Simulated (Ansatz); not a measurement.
Run report: Zr₂C, band-structure calculation

- system: Zr₂C (R-3m, 3 atoms in the cell)
- method: DFT PBE, scalar-relativistic, plane waves, PAW, no spin polarisation (Ansatz 0.2.0)

The structure was made by a generator, so it may or may not be a known phase. Figures and captions count atoms from 1; the log counts them from 0 in places.

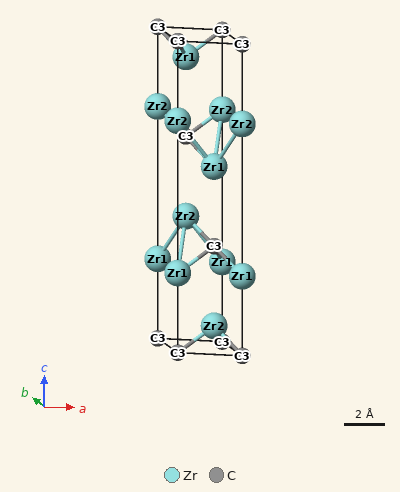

Fig. 1: The structure as given in the input (ball-and-stick view of the cell 3 times as large as that of the calculation, set on its symmetry axes, seen slightly off an axis; atoms are numbered from 1 in the order of the input).

The input:
```yaml
crystal:
  lattice:
    - [1.6677326798, 0.9628659116, 5.3828681]
    - [-1.6677326798, 0.9628659116, 5.3828681]
    - [0.0, -1.9257318233, 5.3828681]
  atoms:
    - { symbol: Zr, position: [0.255569, 0.255569, 0.255569] }
    - { symbol: Zr, position: [0.744431, 0.744431, 0.744431] }
    - { symbol: C, position: [0.0, 0.0, 0.0] }
basis:
  ecutwfc: 420
kpoints:
  mp_grid: { grid: [18, 18, 18] }
  band_path:
    path:
      - [[0.0, 0.0, 0.0], [0.5, 0.5, 0.5], [0.81200225, 0.18799775, 0.5]]
      - [[0.5, -0.18799775, 0.18799775], [0.5, 0.0, 0.0], [0.0, 0.0, 0.0], [0.34399887, -0.34399887, 0.0]]
      - [[0.65600113, 0.0, 0.34399887], [0.5, 0.0, 0.5], [0.0, 0.0, 0.0]]
    npoints: 14
hamiltonian:
  xc: pbe
scf:
  occupations: { method: gaussian, width: 0.1 }
  n_extra_bands: 7
output:
  forces: true
  stress: true
  eigenvalues: true
  populations: true
  dos: { projected: true, de: 0.02, nscf_kmesh: { grid: [22, 22, 22] } }
  bader: true
  write_density: true
  write_potential: true
  elf: true
  volumetric_format: npy
```

Hardware: 1 thread of Arm Neoverse V1, 24 GiB of memory available, shared host.

Command:
```bash
ansatz run input.yaml --threads 1 --pin off --max-ram 3072MiB --backend cpu --events-out ev --progress --plain --runs-dir out
```

The program's output:
```
basis.fft_grid_basis auto: the FFT boxes are laid along the combinations [[1, -1, 0], [0, 1, 0], [0, -1, 1]] of the cell's own vectors, 3.335, 5.717 and 3.335 Å long. The dense box has 24×40×24 points. Along the cell's own vectors, as sized, it would have 40×40×40, 2.78 times as many. Of the 12 symmetry operations that the crystal satisfies within crystal.symmetry.tolerance (time reversal apart; of a slab, those that keep its plane) the dense box along the cell's own vectors carries 12, and the one as laid loses 8 of those. basis.fft_grid_basis: typed keeps the cell's own vectors: state it where this run's energies or levels are differenced outside the engine with another run's, or held beside a run that keeps those vectors. Those combinations have planes normal to reciprocal vector 3, as the cell's own vectors have. Each planar average written beside output.write_density, output.write_potential has a row for each plane of the box: 24. The volumetric files lie along those combinations, not along the cell's own vectors: a cube or XSF file states them, and fields.json those of NumPy files.
scf.n_extra_bands = 7 over 14 filled bands (N_el = 28.0): the run solves 21 bands
Engine: ansatz 0.2.0, aarch64-unknown-linux-gnu
Pseudopotentials: kind: paw
Pseudopotential: Zr, paw, valence charge 12, recommended cutoff 420 eV (normal), Zr.paw.azcp
Pseudopotential: C, paw, valence charge 4, recommended cutoff 420 eV (normal), C.paw.azcp
Functional definition: PBE
  parameter kappa = 0.804
  parameter beta = 0.06672455060314922
  exchange = pbe_x(kappa = kappa, mu = beta*pi^2/3)
  correlation = pbe_c(beta = beta)
Crystal: 3 atoms, lattice volume = 51.863 Å³
Basis set: ecut = 420 eV, 1031 PW (Γ), FFT grids on a1−a2, a2, −a2+a3, exchange–correlation on 48×80×48 points (8 copies of the dense FFT grid, shifted against one another)
Bands: 21, of which v1, the nominal top of the filled ones, is band 14 counted from 1 (13 counted from 0)
Symmetry: 12 space group operations
Space group: R-3m (ITA 166), of the structure as read, at distance tolerance 3.7e-5 Å
k-points: 580 of 5832
Non-local potential: Zr, projectors of the file, l = 0: 3, l = 1: 2, l = 2: 2, l = 3: 2
Non-local potential: C, projectors of the file, l = 0: 2, l = 1: 2, l = 2: 1
PAW form: soft (Blöchl's): semilocal exchange-correlation on the pseudo side does not see the compensation charge
PAW one-centre angular grid: Zr, 590 points (default); XC on 64 Gauss nodes
PAW one-centre angular grid: C, 110 points (default); XC on 64 Gauss nodes
Initial density: superposition of atomic densities (neutral atoms: chi_scale 0, normalization atom), corrected by the library's trained network
Initial wavefunctions: pseudopotential atomic-orbital guess
Functional: x = pbe(κ = 0.804, μ = 0.2195149727645171), c = pbe(β = 0.06672455060314922)
SCF iter   1: F=—  HF=-8620.545771 eV  |F-HF|=—  |Δ(HF+E_count)|=         —  Δρ=6.40e-3  dr2=2.97e-2  ethr=1.77e-3  ⟨swp⟩=5.0  Hψ=47755  notcnv=0
preconditioner: auto → Kerker (q_TF=auto, 2.462 Å⁻¹)  [metal: Δε(μ)=0.002 eV  Ē_g=6.919 eV  σ=0.100 eV  W_gap=0.01  n_scr=16 (ndim 8)  ℏωp=17.9 eV  f_vac=0.000  D(μ)=1.56/eV (n_scr^D=14)]
SCF iter   2: F=—  HF=-8620.540478 eV  |F-HF|=—  |Δ(HF+E_count)|=   5.29e-3  Δρ=3.84e-3  dr2=1.33e-2  ethr=1.06e-4  ⟨swp⟩=1.0  Hψ=16820  notcnv=0
SCF iter   3: F=—  HF=-8620.537325 eV  |F-HF|=—  |Δ(HF+E_count)|=   3.15e-3  Δρ=7.26e-4  dr2=4.85e-4  ethr=4.76e-5  ⟨swp⟩=2.2  Hψ=13661  notcnv=0
SCF iter   4: F=—  HF=-8620.537246 eV  |F-HF|=—  |Δ(HF+E_count)|=   7.83e-5  Δρ=2.80e-4  dr2=3.71e-5  ethr=1.73e-6  ⟨swp⟩=2.0  Hψ=14351  notcnv=0
SCF iter   5: F=—  HF=-8620.537237 eV  |F-HF|=—  |Δ(HF+E_count)|=   8.76e-6  Δρ=6.45e-5  dr2=3.46e-6  ethr=1.32e-7  ⟨swp⟩=2.0  Hψ=13836  notcnv=0
SCF iter   6: F=—  HF=-8620.537237 eV  |F-HF|=—  |Δ(HF+E_count)|=   1.30e-7  Δρ=2.05e-5  dr2=2.28e-7  ethr=1.24e-8  ⟨swp⟩=2.6  Hψ=14915  notcnv=0
SCF iter   7: F=-8620.537237 eV  HF=-8620.537237 eV  |F-HF|=4.82e-9  |Δ(HF+E_count)|=   2.02e-9  Δρ=3.23e-6  dr2=1.02e-8  ethr=3.57e-10  ⟨swp⟩=11.3  Hψ=70531  notcnv=0
SCF 1 converged in 7 iterations: F = -8620.537237 eV  dr2 = 1.02e-8
  greatest PAW one-centre occupation: 0.996 electrons in one spin orbital (limit 2), on the Zr atom at site 1 (counted from 0), in its partial waves of l = 0
NSCF: frozen V_eff on 101 k-points
NSCF: frozen V_eff on 1024 k-points
SCF converged after 7 iterations
Free energy (F): -8620.537237 eV
Harris-Foulkes:  -8620.537237 eV  (|F-HF|=4.82e-9)
Internal energy: -8620.529117 eV  (E = F + TS)
E sigma→0 (E₀):  -8620.533177 eV
Entropy (-TS):   -0.008120 eV (-2.707 meV/atom)
Fermi energy:    13.663395 eV
--- Per-component energies (eV) ---
  E_band       = -173.419745
  E_kinetic    = 755.141713
  E_local      = -1409.904059  (includes V_loc(G=0)·N_el)
  E_nonlocal   = 184.471302
  E_hartree    = 452.998094
  E_xc         = -372.735396
  E_vxc        = -443.218991  (∫ρ·V_xc dr)
  E_paw        = -6006.089915  (= ΣΔE_a)
  E_vpaw       = -165.904538  (= ΣTr[D̂ρ^β])
  E_aug_tail   = 0.000058  (compensation charges beyond the density's cutoff)
  E_ewald      = -2224.410913
  E_smearing   = -0.008120  (= −TS)
  E_closure    = 0.000000  (closes the sum)
  Σ components = -8620.537237   (vs F -8620.537237, Δ=0.00e0)
--- Forces (eV/Å), atoms counted from 1 ---
  atom   1  Zr     0.00000000    -0.00000000     0.00127203
  atom   2  Zr     0.00000000     0.00000000    -0.00127203
  atom   3  C      0.00000000     0.00000000     0.00000000
  max |Σ_I F_I| component: 4.63e-18 eV/Å
--- Stress (GPa, compression-positive) ---
       -0.004884       0.000000       0.000000
        0.000000      -0.004884       0.000000
        0.000000       0.000000      -0.009450
  P = ⅓ Tr σ = -0.0064 GPa (-0.064 kbar)
--- Band table (eV; the first three rows and the last of 580) ---
  k-point 0: bands = ["-34.9050", "-34.7881", "-13.4381", "-12.6733", "-12.6733", "-12.5956", "-12.5716", "-12.5716", "3.1129", "8.9237", "10.9581", "10.9581", "11.6052", "14.4387", "14.4387", "14.7851", "16.4784", "16.4784", "17.6023", "17.7580", "17.7580"]
  k-point 1: bands = ["-34.9023", "-34.7871", "-13.4301", "-12.6926", "-12.6778", "-12.5974", "-12.5895", "-12.5751", "3.1483", "8.9907", "10.7132", "10.9771", "11.8339", "14.3468", "14.4848", "14.8162", "16.1526", "16.4713", "17.6533", "17.7848", "17.9214"]
  k-point 2: bands = ["-34.8944", "-34.7844", "-13.4069", "-12.7460", "-12.6907", "-12.6409", "-12.6046", "-12.5855", "3.2470", "9.1835", "10.3363", "11.0281", "12.1467", "14.0944", "14.6190", "14.9161", "15.5847", "16.4845", "17.5044", "17.8284", "18.4119"]
  k-point 579: bands = ["-34.8777", "-34.8160", "-13.2086", "-12.8489", "-12.6457", "-12.6457", "-12.5998", "-12.5998", "3.3452", "8.4941", "11.0777", "11.0777", "12.5612", "13.6792", "14.8047", "14.8047", "16.2682", "16.2682", "16.5660", "16.5660", "17.6217"]
--- Löwdin populations: 3 sites ---
  site symbol       q [e]
     0     Zr     11.5550
     1     Zr     11.5550
     2      C      4.7260
  spilling = 0.005856 (of n_electrons = 28.000000)
--- Bader charges: 3 sites ---
  site symbol  charge [e]  shift [e]
     0     Zr      1.0824     0.0007
     1     Zr      1.0824     0.0007
     2      C     -2.1648     0.0014
  estimated error of the sums over rays = 4.7e-4 e
```

File populations.tsv:
```
# site	symbol	l	j	q
# orbitals = lowdin
# n_electrons = 28.000000
# spilling = 0.005856
0	Zr	0_4S	-	1.942318
0	Zr	0_5S	-	0.657563
0	Zr	1_4P	-	5.974022
0	Zr	2_4D	-	2.981107
1	Zr	0_4S	-	1.942318
1	Zr	0_5S	-	0.657563
1	Zr	1_4P	-	5.974022
1	Zr	2_4D	-	2.981107
2	C	0_2S	-	1.337436
2	C	1_2P	-	3.388584
```

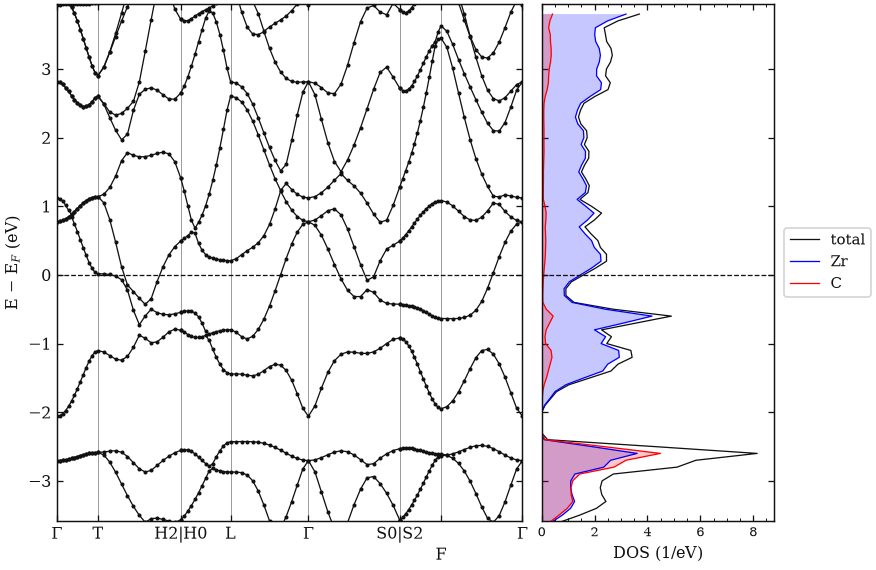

Fig. 2: Band structure along Γ–T–H2|H0–L–Γ–S0|S2–F–Γ and density of states (projected on Löwdin-orthogonalised atomic shells), with energies from the Fermi level. Bands cross the Fermi level: a metal at this level of theory.

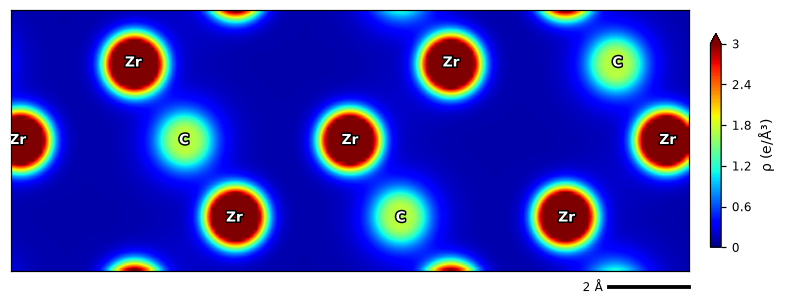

Fig. 3: Valence electron density on the (110) plane of the conventional cell. The section cuts through Zr and C sites. Zr–C (2.30 Å): ρ is about 0.49 e/Å³ halfway. Zr–Zr (3.16 Å): ρ is about 0.2 e/Å³ halfway. Away from the nuclei the density in this plane falls to 0.11 e/Å³ at its lowest. The fields are those of the smooth PAW valence density.

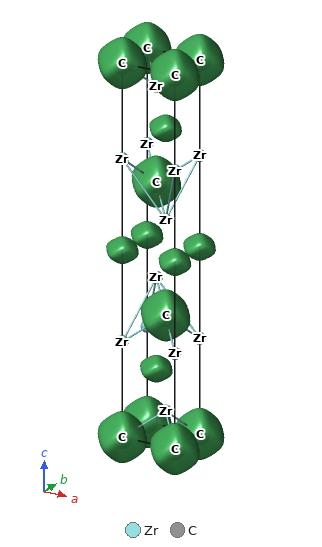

Fig. 4: Isosurface of the electron localisation function at 0.65 (green), seen slightly off an axis. Core shells and regions of very low density are left out. Sticks mark near contacts. The outline is the cell set on symmetry axes. Values along the shortest contacts: Zr–C (2.30 Å): the ELF is about 0.20 at the midpoint (a polar contact without a shared pair, in a metal). Zr–Zr (3.16 Å): the ELF is about 0.20 at the midpoint (no shared electron pair).

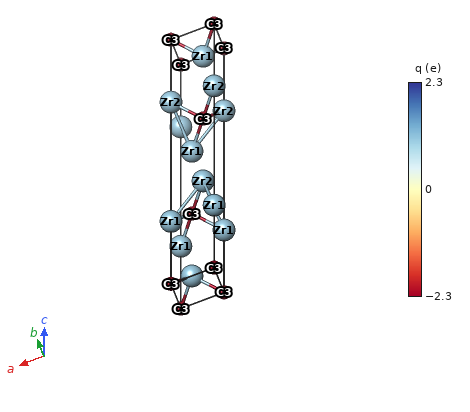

Fig. 5: Bader charges, as the colour of each atom (ball-and-stick view of the cell 3 times as large as that of the calculation, set on its symmetry axes, seen at an oblique angle; atoms are numbered from 1 in the order of the input). By element: Zr +1.08 and C −2.16 e.

Results in brief:

```tsv
quantity	value
outcome	converged
space group (tolerance 0.01 Å)	R-3m (166)
electrons treated	28
free energy	−8620.5372 eV
Fermi energy	13.663 eV
gap on the k-point mesh	none (metallic)
pressure	−0.01 GPa
largest force (length of the vector)	0.001 eV/Å
wall time	1.8 min
peak memory	0.96 GiB
```
